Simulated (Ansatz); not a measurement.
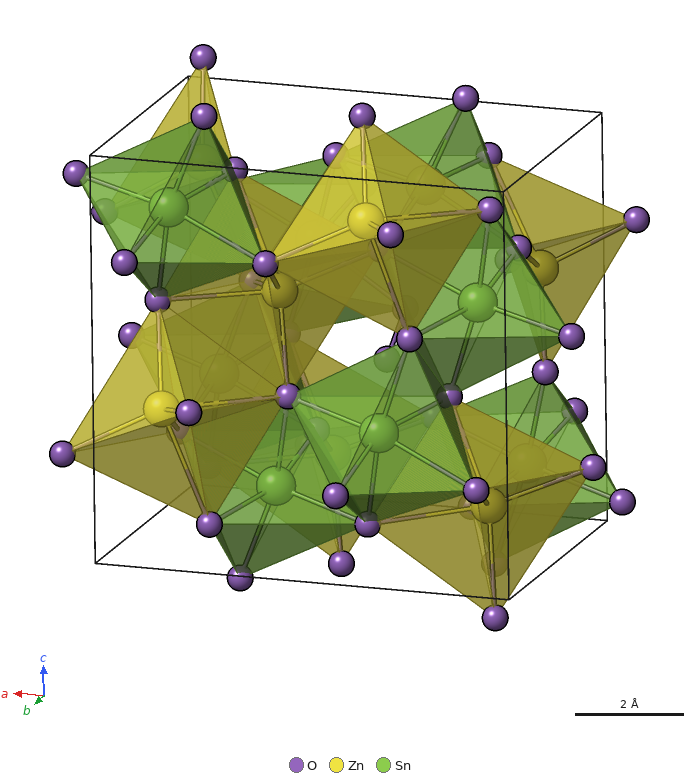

Figure 1. The input geometry (polyhedral view of the cell of the calculation, seen at an oblique angle; polyhedra are completed across the faces of the cell). An atom can appear more than once, as a periodic image.

Geometry relaxation, with input and output: Zn₇Sn₈O₂₅ (charge +1) (part 1 of 5)

- system: Zn₇Sn₈O₂₅ (defect cell, 40 atoms in the cell, total charge +1)
- method: DFT PBE, scalar-relativistic, plane waves, PAW, spin-polarised (Ansatz 0.2.0)

The structure derives from a Materials Project entry. It belongs to a series of runs on one base structure; here: O on a Zn site (c), charge +1, atoms relaxed at the host's cell.

Log
```
Engine: ansatz 0.2.0, x86_64-unknown-linux-gnu
Pseudopotentials: kind: paw
Pseudopotential: O, paw, valence charge 6, recommended cutoff 420 eV (normal), O.paw.azcp
Pseudopotential: Zn, paw, valence charge 12, recommended cutoff 420 eV (normal), Zn.paw.azcp
Pseudopotential: Sn, paw, valence charge 14, recommended cutoff 420 eV (normal), Sn.paw.azcp
Functional definition: PBE
  parameter kappa = 0.804
  parameter beta = 0.06672455060314922
  exchange = pbe_x(kappa = kappa, mu = beta*pi^2/3)
  correlation = pbe_c(beta = beta)
Crystal: 40 atoms, lattice volume = 475.720 Å³
Basis set: ecut = 420 eV, 9237 PW (Γ), exchange–correlation on 108×108×108 points (8 copies of the dense FFT grid, shifted against one another)
Bands: 214, of which v1, the nominal top of the filled ones, is band 173 counted from 1 (172 counted from 0)
Symmetry: 1 space group operations
Space group: P1 (ITA 1), of the structure as read, at distance tolerance 7.8e-5 Å
Magnetic group: BNS 1.1 (UNI 1), of the structure as read, at distance tolerance 7.8e-5 Å
k-points: 4 of 8 (time reversal used)
Non-local potential: O, projectors of the file, l = 0: 2, l = 1: 2, l = 2: 1
Non-local potential: Zn, projectors of the file, l = 0: 2, l = 1: 2, l = 2: 3, l = 3: 1
Non-local potential: Sn, projectors of the file, l = 0: 2, l = 1: 2, l = 2: 2, l = 3: 2
PAW form: soft (Blöchl's): semilocal exchange-correlation on the pseudo side does not see the compensation charge
PAW one-centre angular grid: O, 110 points (default); XC on 64 Gauss nodes
PAW one-centre angular grid: Zn, 590 points (default); XC on 64 Gauss nodes
PAW one-centre angular grid: Sn, 590 points (default); XC on 64 Gauss nodes
Initial density: superposition of atomic densities (chi_scale 0.1, normalization cell, long waves kept (reshape's long-wave potential 0.64 eV rms))
Starting moments: Σ|m| = 1.001 μB on 7 of 40 sites
Initial wavefunctions: pseudopotential atomic-orbital guess
Functional: x = pbe(κ = 0.804, μ = 0.2195149727645171), c = pbe(β = 0.06672455060314922)
SCF iter   1: F=—  HF=-85639.874643 eV  |F-HF|=—  |Δ(HF+E_count)|=         —  Δρ=6.80e-2 (↑6.80e-2 ↓6.58e-2)  dr2=1.24e2  dr2_m=7.01e-2  M=0.446 μB ∫|m|=0.529 μB  β_m=0.30  ethr=3.10e-3  ⟨swp⟩=6.0  Hψ=6684  notcnv=0  defer=40
preconditioner: auto → Resta (q_TF=auto, 2.586 Å⁻¹)  ε∞=4.2  [insulator: Δε(μ)=0.018 eV  Ē_g=17.627 eV  σ=0.010 eV  W_gap=0.79  n_scr=140 (ndim 8)  ℏωp=31.6 eV  f_vac=0.000  D(μ)=13.08/eV (n_scr^D=86)  ε∞_Penn≈4.2]
spin=Collinear: Resta preconditioning applied to the charge; magnetization (m = ρ↑ − ρ↓) channel mixes plain (no charge-response kernel on spin).
SCF iter   2: F=—  HF=-85618.098934 eV  |F-HF|=—  |Δ(HF+E_count)|=    2.18e1  Δρ=3.49e-2 (↑3.49e-2 ↓3.37e-2)  dr2=1.98e1  dr2_m=4.90e-1  M=1.000 μB ∫|m|=1.097 μB  β_m=0.30  ethr=3.10e-3  ⟨swp⟩=4.0  Hψ=3468  notcnv=0  defer=280
SCF iter   3: F=—  HF=-85614.119928 eV  |F-HF|=—  |Δ(HF+E_count)|=    3.98e0  Δρ=2.28e-2 (↑2.28e-2 ↓2.14e-2)  dr2=5.79e0  dr2_m=9.61e-2  M=1.000 μB ∫|m|=1.053 μB  β_m=0.30  ethr=3.10e-3  ⟨swp⟩=3.0  Hψ=3229  notcnv=0  defer=282
SCF iter   4: F=—  HF=-85613.110648 eV  |F-HF|=—  |Δ(HF+E_count)|=    1.01e0  Δρ=1.48e-2 (↑1.34e-2 ↓1.48e-2)  dr2=3.64e0  dr2_m=2.10e-1  M=1.000 μB ∫|m|=1.075 μB  β_m=0.30  ethr=1.68e-3  ⟨swp⟩=2.6  Hψ=3298  notcnv=0  defer=272
SCF iter   5: F=—  HF=-85612.520071 eV  |F-HF|=—  |Δ(HF+E_count)|=   5.91e-1  Δρ=1.93e-2 (↑8.47e-3 ↓1.93e-2)  dr2=3.94e0  dr2_m=1.83e-1  M=0.509 μB ∫|m|=0.613 μB  β_m=0.30  ethr=1.05e-3  ⟨swp⟩=3.5  Hψ=2408  notcnv=0  defer=272
SCF iter   6: F=—  HF=-85612.836288 eV  |F-HF|=—  |Δ(HF+E_count)|=   3.16e-1  Δρ=1.70e-2 (↑6.50e-3 ↓1.70e-2)  dr2=3.50e0  dr2_m=2.14e-1  M=1.000 μB ∫|m|=1.077 μB  β_m=0.30  ethr=1.05e-3  ⟨swp⟩=3.4  Hψ=3503  notcnv=0  defer=256
SCF iter   7: F=—  HF=-85612.514367 eV  |F-HF|=—  |Δ(HF+E_count)|=   3.22e-1  Δρ=1.05e-2 (↑3.01e-3 ↓1.05e-2)  dr2=1.02e0  dr2_m=9.46e-2  M=1.000 μB ∫|m|=1.075 μB  β_m=0.30  ethr=1.01e-3  ⟨swp⟩=2.0  Hψ=2030  notcnv=0  defer=262
SCF iter   8: F=—  HF=-85612.461725 eV  |F-HF|=—  |Δ(HF+E_count)|=   5.26e-2  Δρ=6.82e-3 (↑2.02e-3 ↓6.82e-3)  dr2=4.10e-1  dr2_m=4.03e-2  M=1.000 μB ∫|m|=1.077 μB  β_m=0.30  ethr=2.95e-4  ⟨swp⟩=2.1  Hψ=1496  notcnv=0  defer=272
SCF iter   9: F=—  HF=-85612.443039 eV  |F-HF|=—  |Δ(HF+E_count)|=   1.87e-2  Δρ=1.63e-3 (↑1.27e-3 ↓1.63e-3)  dr2=1.24e-2  dr2_m=5.28e-3  M=1.000 μB ∫|m|=1.074 μB  β_m=0.30  ethr=1.19e-4  ⟨swp⟩=2.4  Hψ=2478  notcnv=0  defer=272
Mixer restart at iter 9: flushing history
spin-set hold released at iteration 9 (site moments contracting): the magnetisation degrees of freedom join the quasi-Newton model from the next iteration; the mixer history was flushed
SCF iter  10: F=—  HF=-85612.443665 eV  |F-HF|=—  |Δ(HF+E_count)|=   6.26e-4  Δρ=1.29e-3 (↑1.05e-3 ↓1.29e-3)  dr2=6.95e-3  dr2_m=3.70e-3  M=1.000 μB ∫|m|=1.082 μB  β_m=0.59  ethr=3.59e-6  ⟨swp⟩=2.1  Hψ=2361  notcnv=0  defer=272
SCF iter  11: F=—  HF=-85612.447251 eV  |F-HF|=—  |Δ(HF+E_count)|=   3.59e-3  Δρ=1.32e-3 (↑7.92e-4 ↓1.32e-3)  dr2=1.85e-2  dr2_m=1.70e-3  M=1.000 μB ∫|m|=1.103 μB  β_m=0.51  ethr=2.02e-6  ⟨swp⟩=2.5  Hψ=2886  notcnv=0  defer=272
SCF iter  12: F=—  HF=-85612.447848 eV  |F-HF|=—  |Δ(HF+E_count)|=   5.97e-4  Δρ=1.39e-3 (↑2.57e-4 ↓1.39e-3)  dr2=1.72e-2  dr2_m=1.85e-3  M=1.000 μB ∫|m|=1.118 μB  β_m=0.39  ethr=2.02e-6  ⟨swp⟩=2.5  Hψ=2884  notcnv=0  defer=272
SCF iter  13: F=—  HF=-85612.447226 eV  |F-HF|=—  |Δ(HF+E_count)|=   6.22e-4  Δρ=5.27e-4 (↑2.26e-4 ↓5.27e-4)  dr2=1.68e-3  dr2_m=4.51e-4  M=1.000 μB ∫|m|=1.123 μB  β_m=0.54  ethr=2.02e-6  ⟨swp⟩=2.0  Hψ=2326  notcnv=0  defer=272
SCF iter  14: F=—  HF=-85612.447488 eV  |F-HF|=—  |Δ(HF+E_count)|=   2.62e-4  Δρ=2.75e-4 (↑2.74e-4 ↓2.75e-4)  dr2=9.07e-4  dr2_m=1.68e-4  M=1.000 μB ∫|m|=1.133 μB  β_m=0.53  ethr=4.88e-7  ⟨swp⟩=2.0  Hψ=2870  notcnv=0  defer=272
SCF iter  15: F=—  HF=-85612.447592 eV  |F-HF|=—  |Δ(HF+E_count)|=   1.04e-4  Δρ=2.30e-4 (↑8.57e-5 ↓2.30e-4)  dr2=4.22e-4  dr2_m=4.68e-5  M=1.000 μB ∫|m|=1.142 μB  β_m=0.46  ethr=2.63e-7  ⟨swp⟩=2.0  Hψ=2832  notcnv=0  defer=272
SCF iter  16: F=—  HF=-85612.447581 eV  |F-HF|=—  |Δ(HF+E_count)|=   1.11e-5  Δρ=1.07e-4 (↑1.07e-4 ↓8.08e-5)  dr2=4.89e-5  dr2_m=3.05e-5  M=1.000 μB ∫|m|=1.147 μB  β_m=0.59  ethr=1.22e-7  ⟨swp⟩=2.0  Hψ=2453  notcnv=0  defer=272
SCF iter  17: F=—  HF=-85612.447611 eV  |F-HF|=—  |Δ(HF+E_count)|=   3.03e-5  Δρ=6.86e-5 (↑6.14e-5 ↓6.86e-5)  dr2=1.97e-5  dr2_m=1.46e-5  M=1.000 μB ∫|m|=1.152 μB  β_m=0.71  ethr=1.42e-8  ⟨swp⟩=2.0  Hψ=2930  notcnv=0  defer=272
SCF iter  18: F=—  HF=-85612.447628 eV  |F-HF|=—  |Δ(HF+E_count)|=   1.64e-5  Δρ=5.60e-5 (↑5.60e-5 ↓5.18e-5)  dr2=1.71e-5  dr2_m=8.18e-6  M=1.000 μB ∫|m|=1.155 μB  β_m=0.74  ethr=4.53e-9  ⟨swp⟩=19.2  Hψ=18723  notcnv=0
SCF iter  19: F=—  HF=-85612.447639 eV  |F-HF|=—  |Δ(HF+E_count)|=   1.09e-5  Δρ=3.17e-5 (↑3.17e-5 ↓3.16e-5)  dr2=9.18e-6  dr2_m=2.36e-6  M=1.000 μB ∫|m|=1.161 μB  β_m=0.74  ethr=4.53e-9  ⟨swp⟩=12.0  Hψ=15136  notcnv=0
SCF iter  20: F=—  HF=-85612.447639 eV  |F-HF|=—  |Δ(HF+E_count)|=   6.22e-7  Δρ=2.03e-5 (↑1.91e-5 ↓2.03e-5)  dr2=3.51e-6  dr2_m=1.05e-6  M=1.000 μB ∫|m|=1.163 μB  β_m=0.87  ethr=2.66e-9  ⟨swp⟩=11.0  Hψ=14360  notcnv=0
SCF iter  21: F=—  HF=-85612.447641 eV  |F-HF|=—  |Δ(HF+E_count)|=   1.38e-6  Δρ=2.03e-5 (↑9.75e-6 ↓2.03e-5)  dr2=2.78e-6  dr2_m=5.12e-7  M=1.000 μB ∫|m|=1.164 μB  β_m=0.87  ethr=1.02e-9  ⟨swp⟩=10.1  Hψ=12380  notcnv=0
SCF iter  22: F=-85612.447640 eV  HF=-85612.447641 eV  |F-HF|=8.37e-7  |Δ(HF+E_count)|=   3.44e-8  Δρ=9.74e-6 (↑9.74e-6 ↓7.61e-6)  dr2=9.05e-7  dr2_m=1.12e-7  M=1.000 μB ∫|m|=1.164 μB  ethr=8.05e-10  ⟨swp⟩=10.0  Hψ=12209  notcnv=0
SCF 1 converged in 22 iterations: F = -85612.447640 eV  dr2 = 9.05e-7
  greatest PAW one-centre occupation: 0.996 electrons in one spin orbital (limit 2), on the Sn atom at site 15 (counted from 0), in its partial waves of l = 2
relax step   1: F+E_penalty+E_count = -85612.44763996 eV  Δ(F+E_penalty+E_count) = +0.000e0 eV  max|allowed force component| = 1.567e0 eV/Å  Δτ_max = 0.0000 Å  (22 SCF iters, dr2 threshold 1.56e-5 eV, accepted)
Initial density: handed on by an earlier stage of this run
Starting moments: Σ|m| = 1.001 μB on 7 of 40 sites; this step starts from the density that it was given
Initial wavefunctions: those handed on with the density
iter 1 solved again at ethr=3.41e-4 eV; its pass at ethr=3.10e-3 eV (dr2=1.18e0 eV) is discarded
SCF iter   1: F=—  HF=-85612.778608 eV  |F-HF|=—  |Δ(HF+E_count)|=         —  Δρ=1.11e-2 (↑1.06e-2 ↓1.11e-2)  dr2=1.17e0  dr2_m=8.77e-2  M=1.000 μB ∫|m|=1.165 μB  β_m=0.30  ethr=3.41e-4  ⟨swp⟩=1.0  Hψ=5930  notcnv=0  defer=266
preconditioner: auto → Resta (q_TF=auto, 2.586 Å⁻¹)  ε∞=4.7  [insulator: Δε(μ)=0.455 eV  Ē_g=16.487 eV  σ=0.010 eV  W_gap=1.00  n_scr=140 (ndim 8)  ℏωp=31.6 eV  f_vac=0.026  D(μ)=0.00/eV (n_scr^D=0)  ε∞_Penn≈4.7]
spin=Collinear: Resta preconditioning applied to the charge; magnetization (m = ρ↑ − ρ↓) channel mixes plain (no charge-response kernel on spin).
SCF iter   2: F=—  HF=-85612.637163 eV  |F-HF|=—  |Δ(HF+E_count)|=   1.41e-1  Δρ=6.44e-3 (↑6.44e-3 ↓4.57e-3)  dr2=1.18e-1  dr2_m=3.50e-2  M=1.000 μB ∫|m|=1.164 μB  β_m=0.31  ethr=3.38e-4  ⟨swp⟩=3.0  Hψ=2884  notcnv=0  defer=266
SCF iter   3: F=—  HF=-85612.642676 eV  |F-HF|=—  |Δ(HF+E_count)|=   5.51e-3  Δρ=4.44e-3 (↑4.44e-3 ↓3.39e-3)  dr2=5.08e-2  dr2_m=2.17e-2  M=1.000 μB ∫|m|=1.168 μB  β_m=0.48  ethr=3.43e-5  ⟨swp⟩=2.0  Hψ=2899  notcnv=0  defer=275
SCF iter   4: F=—  HF=-85612.656335 eV  |F-HF|=—  |Δ(HF+E_count)|=   1.37e-2  Δρ=2.21e-3 (↑2.21e-3 ↓1.71e-3)  dr2=3.65e-2  dr2_m=3.98e-3  M=1.000 μB ∫|m|=1.168 μB  β_m=0.48  ethr=1.47e-5  ⟨swp⟩=2.6  Hψ=2879  notcnv=0  defer=275
SCF iter   5: F=—  HF=-85612.657288 eV  |F-HF|=—  |Δ(HF+E_count)|=   9.53e-4  Δρ=5.66e-4 (↑3.54e-4 ↓5.66e-4)  dr2=2.32e-3  dr2_m=4.57e-4  M=1.000 μB ∫|m|=1.175 μB  β_m=0.53  ethr=1.06e-5  ⟨swp⟩=2.0  Hψ=2874  notcnv=0  defer=275
SCF iter   6: F=—  HF=-85612.657342 eV  |F-HF|=—  |Δ(HF+E_count)|=   5.39e-5  Δρ=2.92e-4 (↑2.22e-4 ↓2.92e-4)  dr2=5.62e-4  dr2_m=1.53e-4  M=1.000 μB ∫|m|=1.177 μB  β_m=0.59  ethr=6.74e-7  ⟨swp⟩=2.0  Hψ=2770  notcnv=0  defer=275
SCF iter   7: F=—  HF=-85612.657413 eV  |F-HF|=—  |Δ(HF+E_count)|=   7.04e-5  Δρ=1.54e-4 (↑1.54e-4 ↓7.91e-5)  dr2=1.48e-4  dr2_m=3.07e-5  M=1.000 μB ∫|m|=1.181 μB  β_m=0.65  ethr=1.63e-7  ⟨swp⟩=2.0  Hψ=2817  notcnv=0  defer=275
SCF iter   8: F=—  HF=-85612.657450 eV  |F-HF|=—  |Δ(HF+E_count)|=   3.78e-5  Δρ=1.58e-4 (↑7.97e-5 ↓1.58e-4)  dr2=2.82e-4  dr2_m=1.14e-5  M=1.000 μB ∫|m|=1.183 μB  β_m=0.54  ethr=4.29e-8  ⟨swp⟩=2.0  Hψ=2820  notcnv=0  defer=275
iter 9 did not close the SCF: its close was put off for a magnetic moment that had not settled (scf_convergence_deferred on its scf_iter line)
SCF iter   9: F=-85612.657417 eV  HF=-85612.657437 eV  |F-HF|=2.02e-5  |Δ(HF+E_count)|=   1.36e-5  Δρ=7.29e-5 (↑3.39e-5 ↓7.29e-5)  dr2=2.86e-5  dr2_m=7.66e-6  M=1.000 μB ∫|m|=1.185 μB  β_m=0.66  ethr=2.90e-8  ⟨swp⟩=15.8  Hψ=14856  notcnv=0
iter 10 did not close the SCF: its close was put off for a magnetic moment that had not settled (scf_convergence_deferred on its scf_iter line)
SCF iter  10: F=-85612.657435 eV  HF=-85612.657441 eV  |F-HF|=5.93e-6  |Δ(HF+E_count)|=   4.60e-6  Δρ=4.66e-5 (↑3.09e-5 ↓4.66e-5)  dr2=9.28e-6  dr2_m=4.48e-6  M=1.000 μB ∫|m|=1.187 μB  β_m=0.67  ethr=8.29e-9  ⟨swp⟩=9.0  Hψ=13000  notcnv=0
iter 11 did not close the SCF: its close was put off for a magnetic moment that had not settled (scf_convergence_deferred on its scf_iter line)
SCF iter  11: F=-85612.657438 eV  HF=-85612.657446 eV  |F-HF|=8.70e-6  |Δ(HF+E_count)|=   5.04e-6  Δρ=3.95e-5 (↑2.28e-5 ↓3.95e-5)  dr2=1.04e-5  dr2_m=2.00e-6  M=1.000 μB ∫|m|=1.189 μB  β_m=0.59  ethr=2.69e-9  ⟨swp⟩=9.0  Hψ=12892  notcnv=0
SCF iter  12: F=-85612.657445 eV  HF=-85612.657446 eV  |F-HF|=1.22e-6  |Δ(HF+E_count)|=   2.96e-7  Δρ=1.95e-5 (↑1.95e-5 ↓1.75e-5)  dr2=2.21e-6  dr2_m=1.04e-6  M=1.000 μB ∫|m|=1.190 μB  ethr=2.69e-9  ⟨swp⟩=9.0  Hψ=12739  notcnv=0
the starting moments were not kept: 1 of 7 ended reversed and 4 kept their direction, counting a site from 0.1 of the cell's largest site moment. The largest reversed, site 24 (counted from 0, in the order of the report's site_moments_mub), started with +0.143 μB and closes at -4.5e-2 μB in its sphere.
SCF 2 converged in 12 iterations: F = -85612.657445 eV  dr2 = 2.21e-6
[... from here on the iterations of each SCF are left out, up to the last one ...]
relax step   2: F+E_penalty+E_count = -85612.65744489 eV  Δ(F+E_penalty+E_count) = -2.098e-1 eV  max|allowed force component| = 1.750e0 eV/Å  Δτ_max = 0.1257 Å  (12 SCF iters, dr2 threshold 1.00e-4 eV, accepted)
[... from here on the SCF iterations and repeated set-up lines of each step are left out, up to the last step ...]
SCF 3 converged in 9 iterations: F = -85612.780123 eV  dr2 = 9.68e-6
relax step   3: F+E_penalty+E_count = -85612.78012286 eV  Δ(F+E_penalty+E_count) = -1.227e-1 eV  max|allowed force component| = 8.632e-1 eV/Å  Δτ_max = 0.1877 Å  (9 SCF iters, dr2 threshold 1.00e-4 eV, accepted)
SCF 4 converged in 8 iterations: F = -85612.812611 eV  dr2 = 1.08e-5
relax step   4: F+E_penalty+E_count = -85612.81261115 eV  Δ(F+E_penalty+E_count) = -3.249e-2 eV  max|allowed force component| = 1.991e-1 eV/Å  Δτ_max = 0.0729 Å  (8 SCF iters, dr2 threshold 1.00e-4 eV, accepted)
SCF 5 converged in 9 iterations: F = -85612.824331 eV  dr2 = 3.50e-7
relax step   5: F+E_penalty+E_count = -85612.82433131 eV  Δ(F+E_penalty+E_count) = -1.172e-2 eV  max|allowed force component| = 1.356e-1 eV/Å  Δτ_max = 0.0552 Å  (9 SCF iters, dr2 threshold 2.48e-6 eV, accepted)
SCF 6 converged in 12 iterations: F = -85612.812466 eV  dr2 = 8.03e-8
relax step   6: F+E_penalty+E_count = -85612.81246584 eV  Δ(F+E_penalty+E_count) = +1.187e-2 eV  max|allowed force component| = 2.023e-1 eV/Å  Δτ_max = 0.2000 Å  (12 SCF iters, dr2 threshold 1.15e-6 eV, rejected (line search))
SCF 7 converged in 14 iterations: F = -85612.821748 eV  dr2 = 2.66e-8
relax step   7: F+E_penalty+E_count = -85612.82174835 eV  Δ(F+E_penalty+E_count) = +2.583e-3 eV  max|allowed force component| = 1.620e-1 eV/Å  Δτ_max = 0.0741 Å  (14 SCF iters, rejected (line search))
SCF 8 converged in 13 iterations: F = -85612.834480 eV  dr2 = 3.22e-8
relax step   8: F+E_penalty+E_count = -85612.83448002 eV  Δ(F+E_penalty+E_count) = -1.015e-2 eV  max|allowed force component| = 3.817e-2 eV/Å  Δτ_max = 0.0360 Å  (13 SCF iters, accepted)
SCF 9 converged in 11 iterations: F = -85612.834888 eV  dr2 = 3.89e-8
relax step   9: F+E_penalty+E_count = -85612.83488770 eV  Δ(F+E_penalty+E_count) = -4.077e-4 eV  max|allowed force component| = 2.858e-1 eV/Å  Δτ_max = 0.0681 Å  (11 SCF iters, accepted)
SCF 10 converged in 9 iterations: F = -85612.837419 eV  dr2 = 2.19e-7
relax step  10: F+E_penalty+E_count = -85612.83741851 eV  Δ(F+E_penalty+E_count) = -2.531e-3 eV  max|allowed force component| = 2.070e-1 eV/Å  Δτ_max = 0.0296 Å  (9 SCF iters, dr2 threshold 6.47e-6 eV, accepted)
SCF 11 converged in 6 iterations: F = -85612.838359 eV  dr2 = 3.45e-6
relax step  11: F+E_penalty+E_count = -85612.83835916 eV  Δ(F+E_penalty+E_count) = -9.407e-4 eV  max|allowed force component| = 1.177e-2 eV/Å  Δτ_max = 0.0097 Å  (6 SCF iters, dr2 threshold 2.25e-5 eV, accepted)
iter 1 solved again at ethr=1.00e-9 eV; its pass at ethr=3.10e-3 eV (dr2=3.45e-6 eV) is discarded
```
